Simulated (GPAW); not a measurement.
# S K-edge XANES of CdS (Hawleyite, F-43m), part 2 of 3

Aim: the dependence of the S K near-edge features of CdS (Hawleyite, F-43m) on volume.

GPAW 26.7.0; X-ray absorption from dipole matrix elements to empty bands, plane-wave PAW PBE.

So far. Step 2 (The field without a hole): The mesh shows a gap of 1.13 eV, so the hole is first treated in a charged cell, without the excited electron.

### 4. Spectrum with FCH, S atom 2

The holes are 5.8 Å apart. In GPAW the data set carries the hole's charge, so charge=0 means a charged cell and charge=-1 a neutral one. The excited electron is left out and a uniform background balances the charge. After the field has converged, empty bands are computed with the density fixed and the dipole matrix elements are summed.

The absorber has 4 Cd at 2.53 Å (tetrahedral, site symmetry -43m).

Input file xas.py:

```python
import numpy as np
from ase import Atoms
from ase.parallel import parprint, paropen
from gpaw import GPAW, PW, FermiDirac, Mixer, MixerDif, setup_paths
from gpaw.test import gen
setup_paths.insert(0, '.')
gen('S', name='fch1s', xcname='PBE', corehole=(1, 0, 1), write_xml=True)
from gpaw.mpi import world
world.barrier()

atoms = Atoms('Cd4S4',
    cell=[[0, -5.833, 0],
     [-5.833, 0, 0],
     [0, 0, -5.833]],
    scaled_positions=[[0, 0, 0],
     [0.5, 0, 0.5],
     [0, 0.5, 0.5],
     [0.5, 0.5, 0],
     [0.25, 0.25, 0.25],
     [0.75, 0.25, 0.75],
     [0.25, 0.75, 0.75],
     [0.75, 0.75, 0.25]],
    pbc=True)
atoms.calc = calc = GPAW(legacy_gpaw=True, mode=PW(430), xc='PBE', setups={4: 'fch1s'},
    kpts={'size': (3, 3, 3), 'gamma': True}, occupations=FermiDirac(0.02),
    charge=0, mixer=Mixer(0.1, 5, 50), maxiter=150,
    convergence={'density': 0.0001}, txt='scf.txt')
energy = atoms.get_potential_energy() + calc.get_reference_energy()
ef = calc.get_fermi_level()
out = dict(energy=energy, fermi=ef, forces=atoms.get_forces().tolist())
parprint(f'all-electron energy {energy:.4f} eV, Fermi level {ef:.4f} eV')
ev = np.array([[calc.get_eigenvalues(k, s) for k in range(len(calc.get_ibz_k_points()))] for s in range(calc.get_number_of_spins())])
out['homo'], out['lumo'], out['counts'] = ev[ev < ef].max(), ev[ev > ef].min(), sorted(set((ev < ef).sum((0, 2)).tolist()))
out['filled'] = (ev[:, 0] < ef).sum(1).tolist()

from ase.units import Ha
from gpaw.xas import dipole_matrix_elements
nb = int(calc.get_number_of_electrons() / 2) + 121
top, nb = nb, nb + 8 + nb // 12
nscf = calc.fixed_density(kpts={'size': (4, 4, 4), 'gamma': True}, nbands=nb,
    convergence={'bands': top, 'eigenstates': 1e-5}, maxiter=60, txt='nscf.txt')
cell = atoms.cell.array
ops = [cell.T @ U.T @ np.linalg.inv(cell.T) for U in nscf.wfs.kd.symmetry.op_scc]
filled = [36]  # bands filled in the ground state, by spin
E = np.arange(-6, 34, 0.1)
fwhm = np.interp(E, [4, 25], [0.9, 3.5])
Y, X, zero, highest = 0, 0, 1e9, 1e9
for spin in range(nscf.get_number_of_spins()):
    wfs = nscf.wfs
    A = dipole_matrix_elements(wfs.setups[4])
    eps = np.zeros((wfs.kd.nibzkpts, nb))
    d = np.zeros((3, A.shape[1], wfs.kd.nibzkpts, nb), complex)
    for kpt in wfs.kpt_u:
        if kpt.s == spin and 4 in kpt.P_ani:
            eps[kpt.k] = kpt.eps_n * Ha
            d[:, :, kpt.k] = (kpt.weight * wfs.nspins / 2) ** 0.5 * np.inner(A, kpt.P_ani[4])
    world.sum(eps)
    world.sum(d)
    T = np.einsum('amkn,bmkn->abkn', d, d.conj()).real
    T = sum(np.einsum('ai,ijkn,bj->abkn', R, T, R) for R in ops) / len(ops)
    empty = np.ones_like(eps, bool) & (np.arange(nb) >= filled[spin])
    zero, highest = min(zero, eps[empty].min()), min(highest, eps[:, top - 1].min())
    lines = [(eps, T, empty)] if spin == 0 else lines + [(eps, T, empty)]
for eps, T, empty in lines:
    f = np.einsum('aakn->akn', T).reshape(3, -1)
    x = eps.ravel() - zero
    w = np.interp(x, E, fwhm) / 2.35482
    g = np.exp(-0.5 * ((E[:, None] - x) / w) ** 2) / (w * (2 * np.pi) ** 0.5)
    Y = Y + (f * empty.ravel()) @ g.T
    X = X + (f * ~empty.ravel()) @ g.T
out.update(E=E.round(2).tolist(), xas=Y.tolist(), xes=X.tolist(), zero=zero, valid=highest - zero, nk=len(eps), nb=nb)
for i in range(0, len(E), 10):
    parprint(f'{E[i]:7.2f}', *(f'{v:10.3e}' for v in Y[:, i]))
import json
with paropen('out.json', 'w') as f:
    json.dump(out, f)
```

Run with:

```sh
$ OMP_NUM_THREADS=1 mpirun -n 2 gpaw python xas.py
```

Numbers of over 12 decimals in the logs are rounded to 6 here.

The program printed:

```text
Input parameters:
  convergence: {density: 0.0001}
  kpts: {gamma: True,
         size: (3, 3, 3)}
  maxiter: 150
  mixer: {backend: pulay,
          beta: 0.1,
          method: separate,
          nmaxold: 5,
          weight: 50}
  mode: {ecut: 430.0,
         name: pw}
  occupations: {fixmagmom: False,
                name: fermi-dirac,
                width: 0.02}
  setups: {4: fch1s}
  xc: PBE

Initialize ...

[... PAW data sets ...]

Reference energy: -649628.807107  # eV

Spin-paired calculation

[... convergence settings ...]
Symmetries present (total): 6
  [... symmetry matrices ...]

27 k-points: 3 x 3 x 3 Monkhorst-Pack grid
6 k-points in the irreducible part of the Brillouin zone
       k-points in crystal coordinates                weights
   0:     0.00000000    0.00000000    0.00000000          1/27
   1:     0.33333333    0.00000000   -0.33333333          6/27
   2:     0.33333333    0.00000000    0.00000000          6/27
   3:     0.33333333    0.33333333   -0.33333333          6/27
   4:     0.33333333    0.33333333    0.00000000          6/27
   5:     0.33333333    0.33333333    0.33333333          2/27

Wave functions: Plane wave expansion
  Cutoff energy: 430.000 eV
  Number of coefficients (min, max): 3959, 4032
  Pulay-stress correction: 0.000000 eV/Ang^3 (de/decut=0.000000)
  Using FFTW library
  Wavefunction extrapolation:
    Improved wavefunction reuse through dual PAW basis

Occupation numbers: Fermi-Dirac:
  width: 0.0200  # eV

Eigensolver
   Davidson(niter=2)

Densities:
  Coarse grid: 28*28*28 grid
  Fine grid: 56*56*56 grid
  Total Charge: 1.000000

Density mixing:
  Method: separate
  Backend: pulay
  Linear mixing parameter: 0.1
  old densities: 5
  Width of damping distribution: 1.1
  Damping of long wavelength oscillations: 50

[... Hamiltonian set-up ...]
Number of atoms: 8
Number of atomic orbitals: 52
Number of bands in calculation: 48
Number of valence electrons: 72
Bands to converge: occupied

... initialized

Initializing position-dependent things.

Density initialized from atomic densities
Creating initial wave functions:
  48 bands from LCAO basis set

                     Cd
            Cd
                S
             Cd
       S
                   Cd
         S
               S

Atomic positions and initial magnetic moments

Positions:
   0 Cd     0.000000    0.000000    0.000000    ( 0.0000,  0.0000,  0.0000)
   1 Cd     0.000000   -2.916500   -2.916500    ( 0.0000,  0.0000,  0.0000)
   2 Cd    -2.916500    0.000000   -2.916500    ( 0.0000,  0.0000,  0.0000)
   3 Cd    -2.916500   -2.916500    0.000000    ( 0.0000,  0.0000,  0.0000)
   4 S     -1.458250   -1.458250   -1.458250    ( 0.0000,  0.0000,  0.0000)
   5 S     -1.458250   -4.374750   -4.374750    ( 0.0000,  0.0000,  0.0000)
   6 S     -4.374750   -1.458250   -4.374750    ( 0.0000,  0.0000,  0.0000)
   7 S     -4.374750   -4.374750   -1.458250    ( 0.0000,  0.0000,  0.0000)

Unit cell:
           periodic     x           y           z      points  spacing
  1. axis:    yes    0.000000   -5.833000    0.000000    28     0.2083
  2. axis:    yes   -5.833000    0.000000    0.000000    28     0.2083
  3. axis:    yes    0.000000    0.000000   -5.833000    28     0.2083

  Lengths:   5.833000   5.833000   5.833000
  Angles:   90.000000  90.000000  90.000000

Effective grid spacing dv^(1/3) = 0.2083

iter:   1   -46.121375
iter:   2   -44.295568   -1.54  -1.11
iter:   3   -41.501163   -0.93  -1.18
iter:   4   -41.500875   -2.37  -1.49
iter:   5   -41.666660   -2.34  -1.48
iter:   6   -42.009274   -1.25  -1.44
iter:   7   -41.688290   -2.60  -1.80
iter:   8   -41.455869   -2.21  -1.96
iter:   9   -41.434206   -2.84  -2.37
iter:  10   -41.430639c  -2.79  -2.57
iter:  11   -41.427549c  -3.90  -2.86
iter:  12   -41.427571c  -4.73  -3.14
iter:  13   -41.427594c  -5.06  -3.21
iter:  14   -41.427558c  -5.94  -3.49
iter:  15   -41.427547c  -5.63  -3.65
iter:  16   -41.427544c  -6.57  -4.04c
iter:  17   -41.427544c  -6.97  -4.15c
iter:  18   -41.427544c  -7.85c -4.29c

Converged after 18 iterations.

Dipole moment: (0.289192, 0.289192, 0.289192) |e|*Ang

Energy contributions relative to reference atoms: (reference = -649628.807107)

Kinetic:        +59.064455
Potential:      -68.864741
External:        +0.000000
XC:             -32.041682
Entropy (-ST):   -0.000000
Local:           +0.414424
SIC:             +0.000000
--------------------------
Free energy:    -41.427544
Extrapolated:   -41.427544

Showing only first 2 kpts
 Kpt  Band  Eigenvalues  Occupancy
  0    34      3.34406    2.00000
  0    35      3.34406    2.00000
  0    36      4.48622    0.00000
  0    37      7.26796    0.00000

  1    34      2.50969    2.00000
  1    35      3.12107    2.00000
  1    36      6.55489    0.00000
[...]
Fermi level: 3.79865

Gap: 1.142 eV
Transition (v -> c):
  (s=0, k=0, n=35, [0.00, 0.00, 0.00]) -> (s=0, k=0, n=36, [0.00, 0.00, 0.00])
No difference between direct/indirect transitions

Forces in eV/Ang:
  0 Cd    0.65837    0.65837    0.65837
  1 Cd    0.65840   -0.65837   -0.65837
  2 Cd   -0.65837    0.65840   -0.65837
  3 Cd   -0.65837   -0.65837    0.65840
  4 S     0.00001    0.00001    0.00001
  5 S    -0.00006   -0.00004   -0.00004
  6 S    -0.00004   -0.00006   -0.00004
  7 S    -0.00004   -0.00004   -0.00006
Scalar-relativistic atomic PBE calculation for S (Sulfur, Z=16)
Core hole in 1s state (1s occupation: 1.0)
450 radial gridpoints.
|------------------------------------------------|
|------------------------------------------------|
[... the atom generator's iteration count ...]

Energy contributions:
-------------------------
Kinetic:     +308.185547
XC:           -20.950884
Potential:   -594.586668
-------------------------
Total:       -307.352006

state      eigenvalue         ekin         rmax
-----------------------------------------------
1s^1.0 :   -94.934283   126.064227        0.062
2s^2.0 :    -9.388817    20.721762        0.372
2p^6.0 :    -7.534702    20.423216        0.303
3s^2.0 :    -1.143740     3.483173        1.293
3p^4.0 :    -0.718992     2.793039        1.390
-----------------------------------------------
(units: Bohr and Hartree)

Generating PAW setup
Kinetic energy of the core from tauc = 290.824512
Cutoffs:
rc(s)=1.840
rc(p)=1.850
rc(d)=1.700
rc(vbar)=1.720
rc(comp)=1.430
rc(nct)=1.850

Kinetic energy of the core states: 290.047046
Charge: 1.0
Core electrons: 9.0
Valence electrons: 6.0
Pseudo-core charge: 0.024184
Shape function alpha=4.890
Pseudo-electron charge 6.375793
state    eigenvalue         norm
--------------------------------
3s(2) :    -1.143740     1.241181
*s    :    -0.143740
3p(4) :    -0.718992     0.967312
*p    :     0.281008
*d    :     0.000000
--------------------------------

Diagonalizing with gridspacing h=0.050

state   all-electron     PAW
-------------------------------
3s:      -1.143740    -1.144551
3p:      -0.718992    -0.719674
*d:                   -0.150764
*f:                   -0.016520
-------------------------------
all-electron energy -649670.2347 eV, Fermi level 3.7987 eV
[...]
31.00  2.473e-06  2.473e-06  2.473e-06
  32.00  2.440e-06  2.440e-06  2.440e-06
  33.00  2.363e-06  2.363e-06  2.363e-06
```

Run time: 2.3 min. Hardware: 2 MPI ranks of Arm Neoverse V1, shared host; peak memory 0.36 GiB; 4.7 min of CPU time.

The S K spectrum, S atom 2, full core hole (charged cell) (energy from the lowest empty level; intensity scaled to a mean of 1 over the first 20 eV):

| E (eV) | intensity |
| --- | --- |
| -2.0 | 0.00 |
| -0.5 | 0.00 |
| 1.0 | 0.20 |
| 2.5 | 1.41 |
| 4.0 | 1.76 |
| 5.5 | 1.34 |
| 7.0 | 1.45 |
| 8.5 | 0.80 |
| 10.0 | 0.49 |
| 11.5 | 0.54 |
| 13.0 | 1.11 |
| 14.5 | 1.41 |
| 16.0 | 1.06 |
| 17.5 | 0.70 |
| 19.0 | 0.67 |
| 20.5 | 0.80 |
| 22.0 | 0.87 |
| 23.5 | 1.08 |
| 25.0 | 1.29 |
| 26.5 | 1.27 |
| 28.0 | 1.12 |
| 29.5 | 1.05 |
| 31.0 | 1.08 |

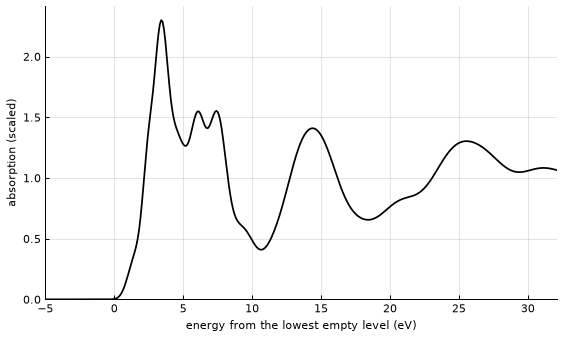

The S K edge, S atom 2, full core hole (charged cell): main maxima at 3.4, 6.1 and 7.4 eV.

Main maxima below 24 eV (height): 3.4 eV (2.30), 6.1 eV (1.55), 7.4 eV (1.55) and 14.4 eV (1.41). A K edge sees empty p states on the absorber.

The hole costs E(hole) − E(ground) = 2477.78 eV, and the lowest empty level of the hole cell on the spectrum's mesh lies at 4.49 eV, which puts the zero at 2482.26 eV. One term is added: -16.94 eV, since the hole is spin-paired here and a spin-polarised one costs that much less in the free atom (computed apart). The photon energy is then 2465.32 eV. The functional and the charged cell's background leave an error of a few eV in such absolute values.

### 5. Reference energy of the supercell

The cell changes for the next run, so it gets a reference energy of its own.

The cell differs from the one that the last finished run ended in (a 5.833 → 5.652 Å, b 5.833 → 5.652 Å, c 5.833 → 5.652 Å).

Input file scf.py:

```python
import numpy as np
from ase import Atoms
from ase.parallel import parprint, paropen
from gpaw import GPAW, PW, FermiDirac, Mixer, MixerDif, setup_paths
from gpaw.test import gen
setup_paths.insert(0, '.')
gen('S', name='nch1s', xcname='PBE', corehole=(1, 0, 0), write_xml=True)
from gpaw.mpi import world
world.barrier()

atoms = Atoms('Cd4S4',
    cell=[[0, -5.65248095, 0],
     [-5.65248095, 0, 0],
     [0, 0, -5.65248095]],
    scaled_positions=[[0, 0, 0],
     [0.5, 0, 0.5],
     [0, 0.5, 0.5],
     [0.5, 0.5, 0],
     [0.25, 0.25, 0.25],
     [0.75, 0.25, 0.75],
     [0.25, 0.75, 0.75],
     [0.75, 0.75, 0.25]],
    pbc=True)
atoms.calc = calc = GPAW(legacy_gpaw=True, mode=PW(430), xc='PBE', setups={4: 'nch1s'},
    kpts={'size': (3, 3, 3), 'gamma': True}, occupations=FermiDirac(0.02),
    charge=0, mixer=Mixer(0.1, 5, 50), maxiter=150,
    convergence={'density': 0.0001}, txt='scf.txt')
energy = atoms.get_potential_energy() + calc.get_reference_energy()
ef = calc.get_fermi_level()
out = dict(energy=energy, fermi=ef, forces=atoms.get_forces().tolist())
parprint(f'all-electron energy {energy:.4f} eV, Fermi level {ef:.4f} eV')
ev = np.array([[calc.get_eigenvalues(k, s) for k in range(len(calc.get_ibz_k_points()))] for s in range(calc.get_number_of_spins())])
out['homo'], out['lumo'], out['counts'] = ev[ev < ef].max(), ev[ev > ef].min(), sorted(set((ev < ef).sum((0, 2)).tolist()))
out['filled'] = (ev[:, 0] < ef).sum(1).tolist()
import json
with paropen('out.json', 'w') as f:
    json.dump(out, f)
```

Run with:

```sh
$ OMP_NUM_THREADS=1 mpirun -n 2 gpaw python scf.py
```

The program printed:

```text
Input parameters:
  convergence: {density: 0.0001}
  kpts: {gamma: True,
         size: (3, 3, 3)}
  maxiter: 150
  mixer: {backend: pulay,
          beta: 0.1,
          method: separate,
          nmaxold: 5,
          weight: 50}
  mode: {ecut: 430.0,
         name: pw}
  occupations: {fixmagmom: False,
                name: fermi-dirac,
                width: 0.02}
  setups: {4: nch1s}
  xc: PBE

Initialize ...

[...]
3s(2) :    -0.634076     1.192540
*s    :     0.365924
3p(4) :    -0.257545     0.999977
*p    :     0.742455
*d    :     0.000000
--------------------------------

Diagonalizing with gridspacing h=0.050

state   all-electron     PAW
-------------------------------
3s:      -0.634076    -0.634693
3p:      -0.257545    -0.257957
*d:                    0.042231
*f:                    0.074234
-------------------------------
all-electron energy -652147.3280 eV, Fermi level 5.2097 eV
[key lines of the parts left out:]
Converged after 13 iterations.
Dipole moment: (-0.000031, -0.000031, -0.000031) |e|*Ang
Free energy:    -24.374760
Fermi level: 5.20969
```

The job ended after 15 s (2 MPI ranks; peak memory 0.22 GiB; 30 s of CPU time).

Reference energy: -652147.328 eV with the cores included.

### 6. Spectrum with FCH, S atom 2

Shorter bonds are expected to push antibonding states and scattering resonances up, and longer ones down; the cell is scaled to test that.

Changed against the first core-hole run: volume scale from 1 to 0.91.

Changes to xas.py since step 4:

```diff
@@ -11,5 +11,5 @@
 atoms = Atoms('Cd4S4',
-    cell=[[0, -5.833, 0],
-     [-5.833, 0, 0],
-     [0, 0, -5.833]],
+    cell=[[0, -5.65248095, 0],
+     [-5.65248095, 0, 0],
+     [0, 0, -5.65248095]],
     scaled_positions=[[0, 0, 0],
@@ -37,3 +37,3 @@
 from gpaw.xas import dipole_matrix_elements
-nb = int(calc.get_number_of_electrons() / 2) + 121
+nb = int(calc.get_number_of_electrons() / 2) + 110
 top, nb = nb, nb + 8 + nb // 12
```

Run with:

```sh
$ OMP_NUM_THREADS=1 mpirun -n 2 gpaw python xas.py
```

The program printed:

```text
Input parameters:
  convergence: {density: 0.0001}
  kpts: {gamma: True,
         size: (3, 3, 3)}
  maxiter: 150
  mixer: {backend: pulay,
          beta: 0.1,
          method: separate,
          nmaxold: 5,
          weight: 50}
  mode: {ecut: 430.0,
         name: pw}
  occupations: {fixmagmom: False,
                name: fermi-dirac,
                width: 0.02}
  setups: {4: fch1s}
  xc: PBE

Initialize ...

[...]
*p    :     0.281008
*d    :     0.000000
--------------------------------

Diagonalizing with gridspacing h=0.050

state   all-electron     PAW
-------------------------------
3s:      -1.143740    -1.144551
3p:      -0.718992    -0.719674
*d:                   -0.150764
*f:                   -0.016520
-------------------------------
all-electron energy -649670.4012 eV, Fermi level 4.9049 eV
[...]
32.00  2.492e-06  2.492e-06  2.492e-06
  33.00  2.460e-06  2.460e-06  2.460e-06
[key lines of the parts left out:]
Converged after 19 iterations.
Dipole moment: (0.274554, 0.274554, 0.274554) |e|*Ang
Free energy:    -41.594069
Fermi level: 4.90486
```

Wall time 2 min (2 MPI ranks); peak memory 0.34 GiB; 4.1 min of CPU time.

| E (eV) | first run | this run |
| --- | --- | --- |
| -2.0 | 0.00 | 0.00 |
| -1.0 | 0.00 | 0.00 |
| 0.0 | 0.00 | 0.00 |
| 1.0 | 0.20 | 0.19 |
| 2.0 | 0.79 | 0.67 |
| 3.0 | 1.95 | 1.77 |
| 4.0 | 1.76 | 2.08 |
| 5.0 | 1.28 | 1.27 |
| 6.0 | 1.54 | 1.59 |
| 7.0 | 1.45 | 1.45 |
| 8.0 | 1.22 | 1.20 |
| 9.0 | 0.64 | 0.62 |
| 10.0 | 0.49 | 0.55 |
| 11.0 | 0.43 | 0.49 |
| 12.0 | 0.70 | 0.66 |
| 13.0 | 1.11 | 0.99 |
| 14.0 | 1.39 | 1.26 |
| 15.0 | 1.35 | 1.33 |
| 16.0 | 1.06 | 1.20 |
| 17.0 | 0.78 | 0.91 |
| 18.0 | 0.66 | 0.69 |
| 19.0 | 0.67 | 0.63 |
| 20.0 | 0.76 | 0.67 |
| 21.0 | 0.83 | 0.74 |
| 22.0 | 0.87 | 0.78 |
| 23.0 | 0.99 | 0.81 |
| 24.0 | 1.17 | 0.93 |
| 25.0 | 1.29 | 1.13 |
| 26.0 | 1.29 | 1.27 |
| 27.0 | 1.23 | 1.31 |
| 28.0 | 1.12 | 1.27 |
| 29.0 | 1.05 | 1.17 |
| 30.0 | 1.06 | 1.06 |
| 31.0 | 1.08 | 1.04 |
| 32.0 | 1.07 | 1.06 |

The scaled spectrum changes by 11 % r.m.s. The highest intensity below 16 eV goes from 3.4 eV (2.30) to 3.8 eV (2.13).

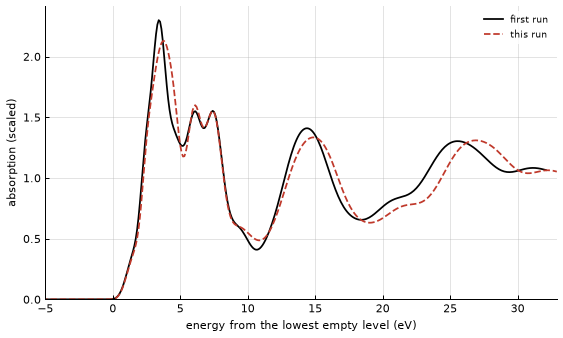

The effect of the change (volume scale from 1 to 0.91).

The photon energy of the zero moves by +0.38 eV.

### 7. Supercell without a hole, the energy reference

The cell changes for the next run, so it gets a reference energy of its own.

The cell differs from the one that the last finished run ended in (a 5.652 → 5.714 Å, b 5.652 → 5.714 Å, c 5.652 → 5.714 Å).

Changes to scf.py since step 5:

```diff
@@ -11,5 +11,5 @@
 atoms = Atoms('Cd4S4',
-    cell=[[0, -5.65248095, 0],
-     [-5.65248095, 0, 0],
-     [0, 0, -5.65248095]],
+    cell=[[0, -5.71392577, 0],
+     [-5.71392577, 0, 0],
+     [0, 0, -5.71392577]],
     scaled_positions=[[0, 0, 0],
```

Run with:

```sh
$ OMP_NUM_THREADS=1 mpirun -n 2 gpaw python scf.py
```

The program printed:

```text
Input parameters:
  convergence: {density: 0.0001}
  kpts: {gamma: True,
         size: (3, 3, 3)}
  maxiter: 150
  mixer: {backend: pulay,
          beta: 0.1,
          method: separate,
          nmaxold: 5,
          weight: 50}
  mode: {ecut: 430.0,
         name: pw}
  occupations: {fixmagmom: False,
                name: fermi-dirac,
                width: 0.02}
  setups: {4: nch1s}
  xc: PBE

Initialize ...

[...]
3s(2) :    -0.634076     1.192540
*s    :     0.365924
3p(4) :    -0.257545     0.999977
*p    :     0.742455
*d    :     0.000000
--------------------------------

Diagonalizing with gridspacing h=0.050

state   all-electron     PAW
-------------------------------
3s:      -0.634076    -0.634693
3p:      -0.257545    -0.257957
*d:                    0.042231
*f:                    0.074234
-------------------------------
all-electron energy -652147.6457 eV, Fermi level 4.7937 eV
[key lines of the parts left out:]
Converged after 12 iterations.
Dipole moment: (-0.000030, -0.000030, -0.000030) |e|*Ang
Free energy:    -24.692444
Fermi level: 4.79371
```

Wall time 14 s (2 MPI ranks); peak memory 0.22 GiB; 29 s of CPU time.

Reference energy: -652147.646 eV with the cores included.

(Part 2 of 3 ends here.)

[Banner, clock and machine lines of the logs are left out without a mark of their own.]

[Logs are printed without paths, hosts, clocks, repeated set-up lines and the standing remarks that a program may print on its own settings, such as how far it seeks lower states.]

[Hosts, paths, dates, database ids (printed as entryN), source tags and the programs' standing remarks are cut or masked in the printed files.]

[Lists of maxima count a maximum above −3 eV only where it reaches 4 % of the highest in the window and stands out from its surroundings by 2 % of it (1.5 % where it reaches 55 %); shoulders and weaker maxima are passed over, and of the rest the first, up to two pre-edge ones and the few strongest are named.]
